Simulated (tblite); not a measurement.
# C5H11N: geometry relaxation

C5H11N, SMILES C1CCNCC1, computed with GFN2-xTB geometry optimisation, gas phase (tblite 0.8.0).

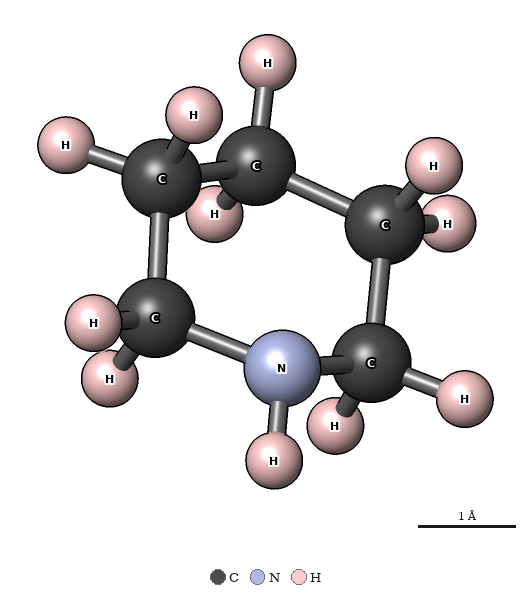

Fig. 1: The structure as given in the input (ball-and-stick view, seen at a tilt).

Input file:
```
{"job": {"xc": "GFN2-xTB", "basis": "xTB", "kind": "relax"}, "charge": 0, "multiplicity": 1}
C     -0.337400     1.314500     0.038300
C      1.072200     0.815400     0.242500
C      1.372100    -0.420900    -0.606400
N      0.383900    -1.471600    -0.379000
C     -0.979500    -1.025300    -0.639300
C     -1.355100     0.181600     0.211300
H     -0.437200     1.737200    -0.975100
H     -0.560600     2.131800     0.747500
H      1.224400     0.555000     1.311900
H      1.788300     1.604900     0.018800
H      1.364900    -0.144200    -1.673300
H      2.358900    -0.800300    -0.371000
H      0.595400    -2.274700    -0.958600
H     -1.670500    -1.843400    -0.439100
H     -1.087900    -0.768900    -1.708400
H     -1.385900    -0.114600     1.281900
H     -2.353000     0.535500    -0.047900
```

The first line tells a small driver script what to run in tblite; the rest is the geometry in Å.

Run on 1 CPU thread, shared host.

Launch command:
```bash
OMP_NUM_THREADS=1 python <driver script> task.json out
```

The program's output:
```
step      E/eV     max force
  0    -523.51794    1.003
  1    -523.55262    0.288
  2    -523.55926    0.212
  3    -523.56952    0.215
  4    -523.57330    0.264
  5    -523.57838    0.202
  6    -523.58067    0.143
  7    -523.58238    0.113
  8    -523.58383    0.125
  9    -523.58568    0.160
 10    -523.58774    0.136
 11    -523.58986    0.111
 12    -523.59154    0.082
 13    -523.59262    0.084
 14    -523.59328    0.067
 15    -523.59380    0.051
 16    -523.59428    0.051
 17    -523.59473    0.069
 18    -523.59511    0.056
 19    -523.59539    0.032
 20    -523.59539    0.032
 21    -523.59550    0.029
 22    -523.59568    0.020
 23    -523.59573    0.021
 24    -523.59583    0.014
 25    -523.59587    0.017
 26    -523.59592    0.015
 27    -523.59596    0.014
 28    -523.59600    0.016
 29    -523.59602    0.012
 30    -523.59604    0.011
 31    -523.59605    0.009
 32    -523.59606    0.009
 33    -523.59606    0.010
 34    -523.59607    0.008
 35    -523.59608    0.007
 36    -523.59609    0.007
 37    -523.59610    0.008
 38    -523.59611    0.009
 39    -523.59612    0.008
 40    -523.59612    0.006
 41    -523.59613    0.006
 42    -523.59613    0.006
 43    -523.59614    0.005
 44    -523.59614    0.004
```

Trajectory as extended XYZ (Å, eV, eV/Å), 12 frames, from step=0 to step=44:
```
17
Properties=species:S:1:pos:R:3:forces:R:3 step=0 energy=-523.51794
C    -0.3374    1.3145    0.0383   -0.5930   0.3970  -0.2080
C     1.0722    0.8154    0.2425    0.4230  -0.4090   0.8120
C     1.3721   -0.4209   -0.6064   -0.5850   0.0590  -0.3470
N     0.3839   -1.4716   -0.3790   -0.0620   0.2300   0.6770
C    -0.9795   -1.0253   -0.6393    0.2140   0.0740  -0.3890
C    -1.3551    0.1816    0.2113    0.2510   0.0280   0.7580
H    -0.4372    1.7372   -0.9751    0.0360  -0.1550   0.1820
H    -0.5606    2.1318    0.7475    0.0760  -0.2980  -0.2190
H     1.2244    0.5550    1.3119   -0.1750   0.0060  -0.4920
H     1.7883    1.6049    0.0188    0.0780   0.0170  -0.1480
H     1.3649   -0.1442   -1.6733    0.0880   0.2520  -0.1270
H     2.3589   -0.8003   -0.3710    0.1950  -0.1900   0.1230
H     0.5954   -2.2747   -0.9586    0.0270  -0.0430  -0.0050
H    -1.6705   -1.8434   -0.4391    0.0450  -0.1590   0.1070
H    -1.0879   -0.7689   -1.7084   -0.1260   0.1860  -0.0770
H    -1.3859   -0.1146    1.2819    0.1240   0.0620  -0.5440
H    -2.3530    0.5355   -0.0479   -0.0150  -0.0570  -0.1050
17
Properties=species:S:1:pos:R:3:forces:R:3 step=4 energy=-523.57330
C    -0.3453    1.3172    0.0362    0.0480  -0.0060  -0.0650
C     1.0763    0.8085    0.2541    0.0200  -0.0280  -0.0230
C     1.3578   -0.4190   -0.6142    0.0170   0.0620  -0.0080
N     0.3785   -1.4639   -0.3462   -0.0150   0.2070  -0.1630
C    -0.9753   -1.0184   -0.6476   -0.0150   0.0040  -0.0190
C    -1.3476    0.1847    0.2198   -0.0020  -0.0840  -0.0340
H    -0.4359    1.7254   -0.9726    0.0080  -0.0260  -0.0670
H    -0.5602    2.1224    0.7390   -0.0220   0.0500   0.0270
H     1.2118    0.5420    1.3029   -0.0390  -0.0660  -0.0020
H     1.7923    1.5968    0.0095    0.0140  -0.0400   0.0100
H     1.3670   -0.1184   -1.6828   -0.0620   0.0010   0.1260
H     2.3505   -0.8116   -0.3693   -0.0590  -0.0260  -0.0390
H     0.5940   -2.2630   -0.9383    0.0000  -0.0460   0.1490
H    -1.6570   -1.8483   -0.4334    0.0390   0.0270  -0.0250
H    -1.0967   -0.7475   -1.7162    0.0420   0.0290   0.0930
H    -1.3697   -0.1197    1.2653    0.0800  -0.0580   0.0460
H    -2.3474    0.5249   -0.0523   -0.0520  -0.0010  -0.0070
17
Properties=species:S:1:pos:R:3:forces:R:3 step=8 energy=-523.58383
C    -0.3443    1.3166    0.0300   -0.0040   0.0040   0.0010
C     1.0767    0.8075    0.2555   -0.0200   0.0170  -0.0010
C     1.3562   -0.4101   -0.6173    0.0010  -0.0270  -0.0160
N     0.3744   -1.4417   -0.3520    0.0040  -0.0980   0.0780
C    -0.9764   -1.0121   -0.6523   -0.0060   0.0060  -0.0070
C    -1.3473    0.1821    0.2200    0.0020   0.0230   0.0040
H    -0.4333    1.7156   -0.9838    0.0070  -0.0120  -0.0050
H    -0.5626    2.1232    0.7335   -0.0040   0.0220  -0.0530
H     1.2000    0.5245    1.3009   -0.0050   0.0040   0.0220
H     1.7987    1.5883    0.0109    0.0140   0.0310   0.0820
H     1.3582   -0.1015   -1.6770   -0.0030   0.0370  -0.0800
H     2.3399   -0.8210   -0.3765    0.0400   0.0240  -0.0380
H     0.5944   -2.2664   -0.9009    0.0200  -0.0600   0.0430
H    -1.6464   -1.8485   -0.4371   -0.0300   0.0040  -0.0520
H    -1.0961   -0.7310   -1.7134   -0.0160   0.0150  -0.0670
H    -1.3487   -0.1318    1.2643    0.0060   0.0040   0.0060
H    -2.3504    0.5184   -0.0506   -0.0070   0.0070   0.0820
17
Properties=species:S:1:pos:R:3:forces:R:3 step=12 energy=-523.59154
C    -0.3452    1.3181    0.0222    0.0360  -0.0270   0.0050
C     1.0753    0.8077    0.2590    0.0140  -0.0520  -0.0100
C     1.3549   -0.4076   -0.6258   -0.0210   0.0000  -0.0010
N     0.3727   -1.4399   -0.3481   -0.0060   0.0580   0.0130
C    -0.9773   -1.0074   -0.6611    0.0210  -0.0260  -0.0100
C    -1.3464    0.1827    0.2240    0.0400  -0.0470  -0.0360
H    -0.4283    1.7038   -0.9982   -0.0030  -0.0260   0.0240
H    -0.5665    2.1342    0.7124   -0.0010   0.0300  -0.0240
H     1.1873    0.5114    1.3032   -0.0300   0.0000  -0.0090
H     1.8071    1.5902    0.0415   -0.0550  -0.0230   0.0200
H     1.3453   -0.0841   -1.6860   -0.0150  -0.0620   0.0460
H     2.3435   -0.8189   -0.3984   -0.0240   0.0600  -0.0420
H     0.6007   -2.2926   -0.8519   -0.0270   0.0770  -0.0010
H    -1.6503   -1.8456   -0.4603   -0.0240   0.0270  -0.0260
H    -1.0948   -0.7163   -1.7236    0.0420  -0.0120   0.0390
H    -1.3276   -0.1410    1.2664    0.0120   0.0290  -0.0260
H    -2.3575    0.5172   -0.0211    0.0410  -0.0070   0.0380
17
Properties=species:S:1:pos:R:3:forces:R:3 step=16 energy=-523.59428
C    -0.3428    1.3157    0.0200   -0.0160   0.0130  -0.0090
C     1.0743    0.8038    0.2608   -0.0150   0.0270   0.0140
C     1.3519   -0.4059   -0.6274    0.0020   0.0010   0.0110
N     0.3714   -1.4351   -0.3426    0.0010  -0.0380   0.0340
C    -0.9760   -1.0073   -0.6638   -0.0080   0.0190   0.0160
C    -1.3415    0.1799    0.2231   -0.0170   0.0230   0.0260
H    -0.4263    1.6956   -1.0011    0.0100  -0.0130  -0.0310
H    -0.5670    2.1398    0.7006    0.0050  -0.0090   0.0010
H     1.1785    0.5049    1.3041   -0.0120  -0.0290   0.0170
H     1.8034    1.5885    0.0539    0.0150   0.0140  -0.0110
H     1.3369   -0.0872   -1.6860   -0.0380  -0.0030  -0.0280
H     2.3437   -0.8102   -0.4114    0.0180  -0.0030   0.0080
H     0.5996   -2.2906   -0.8376    0.0050   0.0010  -0.0350
H    -1.6556   -1.8417   -0.4720    0.0010   0.0010   0.0000
H    -1.0865   -0.7130   -1.7242    0.0350   0.0080  -0.0200
H    -1.3172   -0.1412    1.2645    0.0290  -0.0190   0.0290
H    -2.3538    0.5159   -0.0069   -0.0150   0.0070  -0.0210
17
Properties=species:S:1:pos:R:3:forces:R:3 step=20 energy=-523.59539
C    -0.3437    1.3161    0.0175    0.0120   0.0030  -0.0010
C     1.0722    0.8046    0.2638    0.0130  -0.0180  -0.0220
C     1.3503   -0.4045   -0.6264   -0.0060  -0.0210  -0.0090
N     0.3711   -1.4356   -0.3368    0.0090  -0.0180   0.0140
C    -0.9758   -1.0050   -0.6629    0.0210  -0.0090  -0.0010
C    -1.3410    0.1811    0.2263   -0.0040  -0.0130  -0.0130
H    -0.4237    1.6892   -1.0069    0.0000  -0.0070  -0.0080
H    -0.5666    2.1419    0.6947   -0.0130   0.0260   0.0070
H     1.1719    0.4978    1.3062   -0.0060   0.0090  -0.0130
H     1.8027    1.5891    0.0587    0.0060   0.0000   0.0120
H     1.3262   -0.0914   -1.6877   -0.0230   0.0180   0.0140
H     2.3459   -0.8053   -0.4173   -0.0170  -0.0020   0.0140
H     0.5992   -2.2887   -0.8365    0.0030  -0.0060  -0.0230
H    -1.6586   -1.8391   -0.4781    0.0170   0.0140   0.0080
H    -1.0756   -0.7109   -1.7253    0.0100   0.0200   0.0160
H    -1.3078   -0.1435    1.2671    0.0000   0.0040   0.0020
H    -2.3536    0.5162   -0.0025   -0.0220   0.0000   0.0040
17
Properties=species:S:1:pos:R:3:forces:R:3 step=24 energy=-523.59583
C    -0.3437    1.3169    0.0172   -0.0030   0.0010  -0.0050
C     1.0723    0.8038    0.2623   -0.0060   0.0040   0.0120
C     1.3494   -0.4063   -0.6264    0.0010   0.0100   0.0070
N     0.3723   -1.4388   -0.3359   -0.0020   0.0030  -0.0090
C    -0.9734   -1.0052   -0.6620   -0.0060   0.0030   0.0040
C    -1.3411    0.1812    0.2259    0.0050   0.0000   0.0070
H    -0.4237    1.6881   -1.0078   -0.0020   0.0010  -0.0060
H    -0.5677    2.1441    0.6939    0.0030  -0.0010  -0.0110
H     1.1711    0.4987    1.3046   -0.0040  -0.0050   0.0130
H     1.8040    1.5881    0.0600    0.0000  -0.0090  -0.0060
H     1.3219   -0.0892   -1.6863   -0.0060  -0.0100   0.0030
H     2.3444   -0.8064   -0.4154    0.0030   0.0010  -0.0070
H     0.5997   -2.2897   -0.8407   -0.0030   0.0070  -0.0090
H    -1.6566   -1.8380   -0.4770   -0.0040  -0.0030  -0.0020
H    -1.0728   -0.7077   -1.7232    0.0130   0.0020   0.0040
H    -1.3079   -0.1427    1.2669    0.0010   0.0040   0.0100
H    -2.3552    0.5152   -0.0020    0.0100  -0.0080  -0.0020
17
Properties=species:S:1:pos:R:3:forces:R:3 step=28 energy=-523.59600
C    -0.3440    1.3174    0.0161    0.0040  -0.0030   0.0030
C     1.0713    0.8037    0.2637    0.0050  -0.0070  -0.0030
C     1.3488   -0.4061   -0.6252   -0.0020  -0.0080  -0.0020
N     0.3728   -1.4400   -0.3363    0.0000  -0.0040   0.0150
C    -0.9728   -1.0051   -0.6607    0.0040  -0.0030   0.0000
C    -1.3402    0.1812    0.2273   -0.0010  -0.0020   0.0000
H    -0.4240    1.6874   -1.0097    0.0020  -0.0080   0.0020
H    -0.5680    2.1456    0.6910   -0.0020   0.0060  -0.0030
H     1.1695    0.4984    1.3063   -0.0070   0.0040   0.0010
H     1.8047    1.5860    0.0597   -0.0020   0.0020   0.0050
H     1.3184   -0.0898   -1.6851    0.0060   0.0020  -0.0010
H     2.3441   -0.8065   -0.4160    0.0010   0.0080  -0.0060
H     0.5993   -2.2886   -0.8453    0.0000   0.0060  -0.0050
H    -1.6563   -1.8379   -0.4770   -0.0040   0.0030  -0.0070
H    -1.0688   -0.7054   -1.7214   -0.0070  -0.0010  -0.0020
H    -1.3075   -0.1412    1.2688    0.0050   0.0040   0.0030
H    -2.3544    0.5129   -0.0021   -0.0030   0.0010   0.0010
17
Properties=species:S:1:pos:R:3:forces:R:3 step=32 energy=-523.59606
C    -0.3438    1.3171    0.0160   -0.0020   0.0000  -0.0020
C     1.0713    0.8031    0.2641   -0.0020   0.0030   0.0010
C     1.3485   -0.4067   -0.6249    0.0030   0.0040   0.0010
N     0.3729   -1.4409   -0.3351    0.0010   0.0020  -0.0090
C    -0.9724   -1.0052   -0.6601   -0.0030   0.0010   0.0010
C    -1.3400    0.1810    0.2279   -0.0010   0.0010   0.0010
H    -0.4237    1.6857   -1.0102    0.0020  -0.0060  -0.0040
H    -0.5681    2.1468    0.6892    0.0010  -0.0010  -0.0020
H     1.1679    0.4987    1.3071    0.0000  -0.0020  -0.0010
H     1.8047    1.5854    0.0604    0.0000   0.0010   0.0050
H     1.3179   -0.0899   -1.6847   -0.0010   0.0000   0.0020
H     2.3446   -0.8054   -0.4172    0.0030  -0.0010   0.0010
H     0.5991   -2.2874   -0.8476    0.0000  -0.0030   0.0010
H    -1.6569   -1.8376   -0.4781   -0.0010   0.0000  -0.0010
H    -1.0683   -0.7049   -1.7209   -0.0010  -0.0010   0.0030
H    -1.3065   -0.1401    1.2699    0.0010  -0.0010  -0.0010
H    -2.3543    0.5123   -0.0018   -0.0010   0.0020   0.0050
17
Properties=species:S:1:pos:R:3:forces:R:3 step=36 energy=-523.59609
C    -0.3439    1.3170    0.0154    0.0030  -0.0010  -0.0020
C     1.0710    0.8032    0.2646    0.0030  -0.0040   0.0010
C     1.3489   -0.4063   -0.6246   -0.0020  -0.0020  -0.0030
N     0.3731   -1.4410   -0.3359   -0.0010   0.0010   0.0040
C    -0.9726   -1.0051   -0.6597    0.0010  -0.0010  -0.0030
C    -1.3400    0.1811    0.2285    0.0020  -0.0020   0.0000
H    -0.4229    1.6831   -1.0116   -0.0010   0.0010  -0.0030
H    -0.5680    2.1475    0.6875   -0.0010   0.0010  -0.0050
H     1.1667    0.4984    1.3074    0.0000  -0.0030   0.0030
H     1.8047    1.5855    0.0622   -0.0010   0.0010   0.0010
H     1.3176   -0.0896   -1.6843    0.0030   0.0050  -0.0030
H     2.3454   -0.8050   -0.4176   -0.0050   0.0000   0.0020
H     0.5991   -2.2875   -0.8488    0.0000   0.0020   0.0010
H    -1.6575   -1.8374   -0.4788    0.0030  -0.0010   0.0050
H    -1.0685   -0.7046   -1.7202   -0.0030   0.0040  -0.0050
H    -1.3054   -0.1397    1.2704    0.0000  -0.0020   0.0020
H    -2.3545    0.5124   -0.0002    0.0010   0.0000   0.0030
17
Properties=species:S:1:pos:R:3:forces:R:3 step=40 energy=-523.59612
C    -0.3435    1.3164    0.0140   -0.0020   0.0000   0.0020
C     1.0710    0.8028    0.2655   -0.0040   0.0020   0.0000
C     1.3489   -0.4060   -0.6249    0.0000   0.0030   0.0020
N     0.3730   -1.4406   -0.3367   -0.0010   0.0020  -0.0010
C    -0.9729   -1.0049   -0.6600   -0.0010   0.0030   0.0020
C    -1.3397    0.1809    0.2292    0.0010   0.0020   0.0000
H    -0.4219    1.6799   -1.0143    0.0010   0.0000   0.0060
H    -0.5682    2.1487    0.6840   -0.0010   0.0010  -0.0050
H     1.1652    0.4969    1.3084   -0.0010  -0.0010  -0.0050
H     1.8045    1.5859    0.0651    0.0010  -0.0050   0.0000
H     1.3180   -0.0881   -1.6844    0.0030   0.0010   0.0020
H     2.3452   -0.8046   -0.4174   -0.0010  -0.0040  -0.0010
H     0.5991   -2.2871   -0.8497    0.0000   0.0020   0.0000
H    -1.6574   -1.8374   -0.4784    0.0030   0.0000   0.0000
H    -1.0697   -0.7034   -1.7204   -0.0020  -0.0020   0.0030
H    -1.3038   -0.1400    1.2713    0.0040  -0.0010  -0.0040
H    -2.3546    0.5126    0.0027    0.0020  -0.0030  -0.0010
17
Properties=species:S:1:pos:R:3:forces:R:3 step=44 energy=-523.59614
C    -0.3436    1.3163    0.0137    0.0000   0.0020  -0.0010
C     1.0706    0.8027    0.2658    0.0020   0.0000   0.0000
C     1.3489   -0.4056   -0.6248    0.0010  -0.0010  -0.0010
N     0.3729   -1.4401   -0.3371    0.0010  -0.0010   0.0000
C    -0.9731   -1.0046   -0.6599    0.0000  -0.0010   0.0000
C    -1.3394    0.1809    0.2295   -0.0010   0.0000   0.0000
H    -0.4216    1.6786   -1.0148   -0.0010   0.0010  -0.0030
H    -0.5685    2.1497    0.6819   -0.0010   0.0020   0.0030
H     1.1642    0.4961    1.3084   -0.0010  -0.0010   0.0020
H     1.8047    1.5853    0.0662    0.0020   0.0000  -0.0010
H     1.3186   -0.0872   -1.6841    0.0010   0.0000  -0.0010
H     2.3448   -0.8050   -0.4174    0.0000   0.0000   0.0010
H     0.5990   -2.2865   -0.8501    0.0000   0.0000  -0.0010
H    -1.6570   -1.8375   -0.4780   -0.0010  -0.0010   0.0010
H    -1.0705   -0.7031   -1.7201   -0.0020  -0.0010  -0.0010
H    -1.3024   -0.1403    1.2713    0.0020   0.0000   0.0020
H    -2.3544    0.5122    0.0036   -0.0020   0.0000  -0.0010
```

Summary:

```tsv
quantity	value
outcome	converged
total energy	−523.5961 eV
peak memory	0.18 GiB
```
